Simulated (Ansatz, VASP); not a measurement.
# GaN in two plane-wave programs

Wanted: the spread between two codes on one cell, functional and k mesh.

Main program and level: Ansatz 0.2.0; plane waves, with VASP 6.6.1 beside it; relaxation of cell and atoms at r2SCAN with rVV10.

The database entry behind the starting cell differs from later determinations by our own check (about 0.3 % short, ideal inner coordinate), so it need not match the best structure at ambient conditions.

### Step 1. Set-up

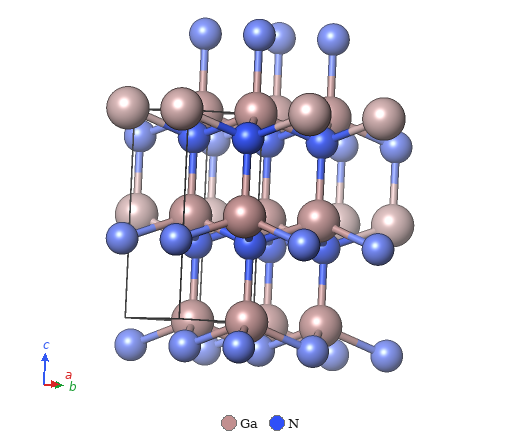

Start, viewed slightly off an axis; gallium pink, nitrogen blue. 2×2×1 cells are drawn. Some periodic images of atoms are drawn too.

Structure file:

```
Ga N
1.0
     3.18000    0.00000    0.00000
    -1.59000    2.75396    0.00000
     0.00000    0.00000    5.16600
Ga N
2 2
Direct
  0.33333 0.66667 0.00000
  0.66667 0.33333 0.50000
  0.33333 0.66667 0.37500
  0.66667 0.33333 0.87500
```

### Step 2. VASP: relaxation of cell and atoms, r2SCAN with rVV10

The relaxed volume is the usual yardstick between codes: its relative difference is about their pressure difference at one cell divided by the bulk modulus.

Lines of VASP's logs that name or quote its potential files are left out, and so is its time.

INCAR

```
SYSTEM = GaN
PREC = Accurate
ENCUT = 560
EDIFF = 1E-06
NELM = 100
ISMEAR = -1
SIGMA = 0.05
LREAL = .FALSE.
ALGO = Normal
METAGGA = R2SCAN
LUSE_VDW = .TRUE.
IVDW_NL = 2
BPARAM = 11.95
CPARAM = 0.0093
LASPH = .TRUE.
NBANDS = 24
LORBIT = 11
LWAVE = .FALSE.
LCHARG = .FALSE.
KPAR = 4
IBRION = 2
NSW = 60
ISIF = 3
EDIFFG = -0.01
```

POSCAR

```
GaN
1.0
    3.1800000000      0.0000000000      0.0000000000
   -1.5900000000      2.7539607840      0.0000000000
    0.0000000000      0.0000000000      5.1660000000
Ga N
2 2
Direct
    0.3333333333      0.6666666667      0.0000000000
    0.6666666667      0.3333333333      0.5000000000
    0.3333333333      0.6666666667      0.3750000000
    0.6666666667      0.3333333333      0.8750000000
```

KPOINTS

```
Automatic mesh
0
Gamma
8 8 5
0 0 0
```

PAW data sets: Ga_d and N (PBE family, release 64).

The run is started by

```bash
$ mpirun -np 4 vasp_std
```

Numbers of over 12 decimals in the logs are rounded to 6 here.

The program printed:

```text
[banner, memory and clock lines left out]
running    4 mpi-ranks, on    1 nodes
 distrk:  each k-point on    1 cores,    4 groups
 distr:  one band on    1 cores,    1 groups

 POSCAR found type information on POSCAR GaN
 POSCAR found :  2 types and       4 ions
|                                                                             |
|               ----> ADVICE to this user running VASP <----                  |
|                                                                             |
|     You have switched on vdW-DFT.                                           |
|     This routine was written and supplied by Jiri Klimes. We recommend      |
|     that you carefully read and cite the following publications:            |
|       J. Klimes, D.R. Bowler, A. Michelides                                 |
|          J. Phys.: Cond Matt. 22 022201 (2010)                              |
|       J. Klimes, D.R. Bowler, A. Michelides                                 |
|          Phys. Rev. B. 83, 195131 (2011)                                    |
|     and references therein.                                                 |
|                                                                             |

|                                                                             |
|               ----> ADVICE to this user running VASP <----                  |
|                                                                             |
|     You enforced a specific xc type in the INCAR file but a different       |
|     [... a line on the potential file left out ...]
|     I HOPE YOU KNOW WHAT YOU ARE DOING!                                     |
|                                                                             |

 LDA part: xc-table for (None), standard interpolation
 POSCAR, INCAR and KPOINTS ok, starting setup
 FFT: planning ... GRIDC
 FFT: planning ... GRID_SOFT
 FFT: planning ... GRID
 WAVECAR not read
 entering main loop
       N       E                     dE             d eps       ncg     rms          rms(c)
Total rVV10 correction in eV:      0.9208373    38.6842481
Total rVV10 correction in eV:      0.9208373    38.6842481
Total rVV10 correction in eV:      0.9208373    38.6842481
Total rVV10 correction in eV:      0.9208373    38.6842481
DAV:   1     0.261656222651E+03    0.26166E+03   -0.19608E+04  1552   0.301E+03
DAV:   2    -0.182819717837E+02   -0.27994E+03   -0.26784E+03  1576   0.544E+02
DAV:   3    -0.515799231453E+02   -0.33298E+02   -0.33033E+02  1736   0.150E+02
DAV:   4    -0.526278663714E+02   -0.10479E+01   -0.10460E+01  1800   0.299E+01
DAV:   5    -0.526456812547E+02   -0.17815E-01   -0.17811E-01  1768   0.346E+00    0.101E+01
Total rVV10 correction in eV:      0.9606167    38.6842476
Total rVV10 correction in eV:      0.9606167    38.6842476
Total rVV10 correction in eV:      0.9606167    38.6842476
Total rVV10 correction in eV:      0.9606167    38.6842476
DAV:   6    -0.426009597636E+02    0.10045E+02   -0.88589E+00  2440   0.552E+01    0.308E+00
Total rVV10 correction in eV:      0.9734889    38.6842476
Total rVV10 correction in eV:      0.9734889    38.6842476
Total rVV10 correction in eV:      0.9734889    38.6842476
Total rVV10 correction in eV:      0.9734889    38.6842476
DAV:   7    -0.428144709363E+02   -0.21351E+00   -0.20557E+00  1640   0.110E+01    0.264E+00
Total rVV10 correction in eV:      0.9793501    38.6842476
Total rVV10 correction in eV:      0.9793501    38.6842476
Total rVV10 correction in eV:      0.9793501    38.6842476
Total rVV10 correction in eV:      0.9793501    38.6842476
DAV:   8    -0.428322226201E+02   -0.17752E-01   -0.10952E-01  2032   0.710E+00    0.730E-01
Total rVV10 correction in eV:      0.9872123    38.6842476
Total rVV10 correction in eV:      0.9872123    38.6842476
Total rVV10 correction in eV:      0.9872123    38.6842476
Total rVV10 correction in eV:      0.9872123    38.6842476
DAV:   9    -0.428288308827E+02    0.33917E-02   -0.44504E-02  2376   0.307E+00    0.158E-01
Total rVV10 correction in eV:      0.9867329    38.6842476
Total rVV10 correction in eV:      0.9867329    38.6842476
Total rVV10 correction in eV:      0.9867329    38.6842476
Total rVV10 correction in eV:      0.9867329    38.6842476
DAV:  10    -0.428290108718E+02   -0.17999E-03   -0.44928E-03  2208   0.780E-01    0.627E-02
Total rVV10 correction in eV:      0.9870824    38.6842476
Total rVV10 correction in eV:      0.9870824    38.6842476
Total rVV10 correction in eV:      0.9870824    38.6842476
Total rVV10 correction in eV:      0.9870824    38.6842476
DAV:  11    -0.428291288819E+02   -0.11801E-03   -0.40229E-04  1576   0.180E-01    0.236E-02
Total rVV10 correction in eV:      0.9873305    38.6842476
[...]
Total rVV10 correction in eV:      0.9909008    38.6842470
DAV:   5    -0.428290025728E+02    0.12858E-04   -0.23236E-04  1856   0.171E-01    0.356E-02
Total rVV10 correction in eV:      0.9909281    38.6842470
Total rVV10 correction in eV:      0.9909281    38.6842470
Total rVV10 correction in eV:      0.9909281    38.6842470
Total rVV10 correction in eV:      0.9909281    38.6842470
DAV:   6    -0.428290050834E+02   -0.25106E-05   -0.13088E-05  1912   0.566E-02    0.404E-03
Total rVV10 correction in eV:      0.9909214    38.6842470
Total rVV10 correction in eV:      0.9909214    38.6842470
Total rVV10 correction in eV:      0.9909214    38.6842470
Total rVV10 correction in eV:      0.9909214    38.6842470
DAV:   7    -0.428290081294E+02   -0.30460E-05   -0.40717E-06  1464   0.338E-02    0.200E-03
Total rVV10 correction in eV:      0.9909220    38.6842470
Total rVV10 correction in eV:      0.9909220    38.6842470
Total rVV10 correction in eV:      0.9909220    38.6842470
Total rVV10 correction in eV:      0.9909220    38.6842470
DAV:   8    -0.428290083219E+02   -0.19255E-06   -0.31924E-07   872   0.585E-03
Total rVV10 correction in eV:      0.9909207    38.6842470
Total rVV10 correction in eV:      0.9909207    38.6842470
Total rVV10 correction in eV:      0.9909207    38.6842470
Total rVV10 correction in eV:      0.9909207    38.6842470
Total rVV10 correction in eV:      0.9909210    38.6842470
Total rVV10 correction in eV:      0.9909210    38.6842470
Total rVV10 correction in eV:      0.9909210    38.6842470
Total rVV10 correction in eV:      0.9909210    38.6842470
   2 F= -.42829008E+02 E0= -.42829008E+02  d E =0.130422E-03
[...]
3 F= -.42831197E+02 E0= -.42831197E+02  d E =-.205857E-02
[...]
4 F= -.42831196E+02 E0= -.42831196E+02  d E =-.205727E-02
 curvature:  -0.27 expect dE=-0.122E-04 dE for cont linesearch -0.146E-06
 ZBRENT: accuracy reached
 trial: gam= 0.01316 g(F)=  0.227E-04 g(S)=  0.234E-04 ort =-0.697E-04 (trialstep = 0.899E+00)
 search vector abs. value=  0.457E-04
 bond charge predicted
       N       E                     dE             d eps       ncg     rms          rms(c)
Total rVV10 correction in eV:      0.9891460    38.6842472
Total rVV10 correction in eV:      0.9891460    38.6842472
Total rVV10 correction in eV:      0.9891460    38.6842472
Total rVV10 correction in eV:      0.9891460    38.6842472
DAV:   1    -0.428312876822E+02   -0.91669E-04   -0.57822E-03  1968   0.917E-01    0.611E-02
Total rVV10 correction in eV:      0.9890015    38.6842472
Total rVV10 correction in eV:      0.9890015    38.6842472
Total rVV10 correction in eV:      0.9890015    38.6842472
Total rVV10 correction in eV:      0.9890015    38.6842472
DAV:   2    -0.428312404651E+02    0.47217E-04   -0.34528E-04  1984   0.320E-01    0.293E-02
Total rVV10 correction in eV:      0.9889275    38.6842472
Total rVV10 correction in eV:      0.9889275    38.6842472
Total rVV10 correction in eV:      0.9889275    38.6842472
Total rVV10 correction in eV:      0.9889275    38.6842472
DAV:   3    -0.428312240899E+02    0.16375E-04   -0.39362E-05  2376   0.133E-01    0.691E-03
Total rVV10 correction in eV:      0.9889278    38.6842472
Total rVV10 correction in eV:      0.9889278    38.6842472
Total rVV10 correction in eV:      0.9889278    38.6842472
Total rVV10 correction in eV:      0.9889278    38.6842472
DAV:   4    -0.428312232426E+02    0.84734E-06   -0.11191E-05  1544   0.289E-02    0.219E-03
Total rVV10 correction in eV:      0.9889281    38.6842472
Total rVV10 correction in eV:      0.9889281    38.6842472
Total rVV10 correction in eV:      0.9889281    38.6842472
Total rVV10 correction in eV:      0.9889281    38.6842472
DAV:   5    -0.428312230470E+02    0.19552E-06   -0.45026E-07   912   0.791E-03
Total rVV10 correction in eV:      0.9889277    38.6842472
Total rVV10 correction in eV:      0.9889277    38.6842472
Total rVV10 correction in eV:      0.9889277    38.6842472
Total rVV10 correction in eV:      0.9889277    38.6842472
Total rVV10 correction in eV:      0.9889263    38.6842472
Total rVV10 correction in eV:      0.9889263    38.6842472
Total rVV10 correction in eV:      0.9889263    38.6842472
Total rVV10 correction in eV:      0.9889263    38.6842472
   5 F= -.42831223E+02 E0= -.42831223E+02  d E =-.270364E-04
 trial-energy change:   -0.000027  1 .order   -0.000019   -0.000041    0.000003
 step:   0.8728(harm=  0.8447)  dis= 0.00053  next Energy=   -42.831223 (dE=-0.271E-04)
 reached required accuracy - stopping structural energy minimisation
```

From OUTCAR (step 2):

```text
ion  position               nearest neighbor table
   1  0.333  0.667  0.000-   3 1.94   4 1.95   4 1.95   4 1.95
   2  0.667  0.333  0.500-   4 1.94   3 1.95   3 1.95   3 1.95
   3  0.333  0.667  0.375-   1 1.94   2 1.95   2 1.95   2 1.95
   4  0.667  0.333  0.875-   2 1.94   1 1.95   1 1.95   1 1.95

  LATTYP: Found a hexagonal cell.
 ALAT       =     3.1800000000
 C/A-ratio  =     1.6245283019

 Subroutine GETGRP returns: Found 12 space group operations
 (whereof  6 operations were pure point group operations)

The static configuration has the point symmetry C_3v.
 The point group associated with its full space group is C_6v.

 Found     30 irreducible k-points:

   k-points           NKPTS =     30   k-points in BZ     NKDIM =     30   number of bands    NBANDS=     24

   dimension x,y,z NGX =    28 NGY =   28 NGZ =   40
   dimension x,y,z NGXF=    56 NGYF=   56 NGZF=   80

   ENCUT  =  560.0 eV  41.16 Ry    6.42 a.u.   6.14  6.14  9.97*2*pi/ulx,y,z

   NELECT =      36.0000    total number of electrons

 k-points in reciprocal lattice and weights: Automatic mesh
   0.00000000  0.00000000  0.00000000       0.003
   0.12500000  0.00000000  0.00000000       0.019
   0.25000000  0.00000000  0.00000000       0.019
   0.37500000 -0.00000000  0.00000000       0.019
   0.50000000  0.00000000  0.00000000       0.009
   0.12500000  0.12500000  0.00000000       0.019
   0.25000000  0.12500000  0.00000000       0.038
   0.37500000  0.12500000  0.00000000       0.038
   0.25000000  0.25000000  0.00000000       0.019
[...]
0.25000000  0.25000000  0.40000000       0.038
   0.37500000  0.25000000  0.40000000       0.038

 average (electrostatic) potential at core
       1 -68.2017       2 -68.2017       3 -64.9116       4 -64.9116

 E-fermi :   6.1349

 k-point     1 :       0.0000    0.0000    0.0000
  band No.  band energies     occupation
    ...
     14       4.0347      2.00000
     15       4.0347      2.00000
     16       5.0584      2.00000
     17       5.1037      2.00000
     18       5.1037      2.00000
     19       7.4141      0.00000
     20       9.9088      0.00000
     21      15.0162      0.00000
     22      15.6846      0.00000
     23      15.6847      0.00000
    ...

 k-point     2 :       0.1250    0.0000    0.0000
  band No.  band energies     occupation
    ...
     14       2.9638      2.00000
     15       3.7140      2.00000
     16       3.9423      2.00000
     17       4.8975      2.00000
     18       4.9604      2.00000
     19       8.4668      0.00000
     20      10.7919      0.00000
     21      14.3741      0.00000
     22      14.9102      0.00000
     23      16.0854      0.00000
    ...

 k-point     3 :       0.2500    0.0000    0.0000
  band No.  band energies     occupation
    ...
     14       1.0059      2.00000
     15       2.1707      2.00000
     16       3.0493      2.00000
     17       4.3706      2.00000
     18       4.5897      2.00000
     19       9.8571      0.00000
     20      11.6203      0.00000
     21      13.0244      0.00000
     22      14.2825      0.00000
     23      16.0089      0.00000
    ...

  Total        0.0322619      0.0322619     -0.0074767      0.0000000      0.0000000      0.0000000
  in kB        1.1378138      1.1378138     -0.2636883      0.0000000      0.0000000      0.0000000
  external PRESSURE =       0.6706464 kB  Pullay stress =       0.0000000 kB

  energy-cutoff  :      560.00
  volume of cell :       45.43
      direct lattice vectors                 reciprocal lattice vectors
     3.180891304  0.000000000  0.000000000     0.314377294  0.181505815  0.000000000
    -1.590445652  2.754732676 -0.000000000     0.000000000  0.363011630  0.000000000
    -0.000000000  0.000000000  5.184432437    -0.000000000 -0.000000000  0.192885145

 POSITION                                       TOTAL-FORCE (eV/Angst)
 -----------------------------------------------------------------------------------
     -0.00000      1.83649      5.18068        -0.000000      0.000000     -0.000406
      1.59045      0.91824      2.58846         0.000000      0.000000     -0.000406
     -0.00000      1.83649      1.94792        -0.000000      0.000000      0.000406
      1.59045      0.91824      4.54013        -0.000000     -0.000000      0.000406
 -----------------------------------------------------------------------------------
    total drift:                                0.000001      0.000001      0.048070

  FREE ENERGIE OF THE ION-ELECTRON SYSTEM (eV)
  ---------------------------------------------------
  free  energy   TOTEN  =       -42.8312230470 eV

  energy  without entropy=      -42.8312230470  energy(sigma->0) =      -42.83122305

 reached required accuracy - stopping structural energy minimisation

 total charge
# of ion       s       p       d       tot
------------------------------------------
    1        0.755   0.883  10.194  11.833
    2        0.755   0.883  10.194  11.833
    3        1.230   2.549   0.000   3.778
    4        1.230   2.549   0.000   3.778
--------------------------------------------------
tot          3.968   6.864  20.389  31.221

[... 3 further parts left out ...]
```

CONTCAR:

```
GaN
   1.00000000000000
     3.1808913044368583    0.0000000000000000    0.0000000000000000
    -1.5904456522184292    2.7547326762847963   -0.0000000000000000
    -0.0000000000000000    0.0000000000000000    5.1844324366442818
  Ga              N
     2     2
Direct
     0.3333333332999970    0.6666666667000030    0.9992758380119873
     0.6666666667000030    0.3333333332999970    0.4992758380119873
     0.3333333332999970    0.6666666667000030    0.3757241619880127
     0.6666666667000030    0.3333333332999970    0.8757241619880127
```

[end of part 1 of 2]

[Lines on the potential files, build, host, timing and source positions are cut from VASP's logs without a mark.]

[Logs are printed without paths, hosts, clocks, repeated set-up lines and the standing remarks that a program may print on its own settings, such as how far it seeks lower states.]

[Hosts, paths, dates, database ids (printed as entryN), source tags and the programs' standing remarks are cut or masked in the printed files.]
